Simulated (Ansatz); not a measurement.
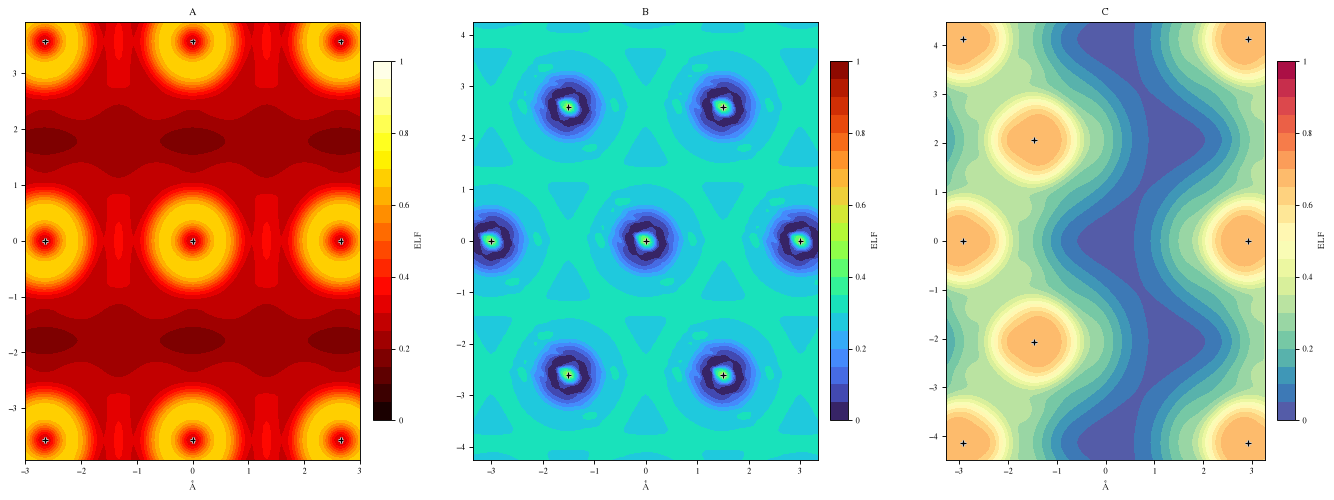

The electron localisation function of 3 systems, each on a plane through atoms (crosses mark nuclei in the plane).

Level of theory: DFT, PBEsol, plane waves (420 eV) with PAW, scalar-relativistic in Ansatz.

System 1: Ir, the (010) plane of the conventional cell. Space group Cmcm; set up as Ir, beta-Sn type; a generated structure, not necessarily the stable one; computed without spin polarisation.

System 2: Pt, the (110) plane of the conventional cell. Space group Fd-3m; set up as Pt, diamond; a generated structure, not necessarily the stable one; changed on purpose from its base cell (volume × 1.08); computed pressure about −8 GPa in this cell.

```xyz
8
Lattice="5.8410 0.0000 0.0000 0.0000 5.8410 0.0000 0.0000 0.0000 5.8410" Properties=species:S:1:pos:R:3 pbc="T T T"
Pt    4.3807    1.4602    1.4602
Pt    1.4602    4.3807    1.4602
Pt    1.4602    1.4602    4.3807
Pt    4.3807    4.3807    4.3807
Pt    2.9205    0.0000    0.0000
Pt    0.0000    2.9205    0.0000
Pt    0.0000    0.0000    2.9205
Pt    2.9205    2.9205    2.9205
```

System 3: Ga, the (001) plane of the conventional cell. Space group P6₃/mmc; set up as Ga, hcp; a generated structure, not necessarily the stable one; changed on purpose from its base cell (volume × 1.04).

```
Ga
1.0
     3.00380    0.00000    0.00000
    -1.50190    2.60137    0.00000
     0.00000    0.00000    4.75116
Ga
2
Direct
  0.33333 0.66667 0.25000
  0.66667 0.33333 0.75000
```

Question: Match each panel to its system.

Answer: Panel A is system 1, Ir: the plane holds Ir. Ir–Ir (2.65 Å): the ELF is about 0.35 at the midpoint. Panel B is system 3, Ga: the plane holds Ga. Ga–Ga (3.00 Å): the ELF is about 0.30 at the midpoint; no localised pair shows between them. Panel C is system 2, Pt: the plane holds Pt. Pt–Pt (2.53 Å): the ELF is about 0.35 at the midpoint.
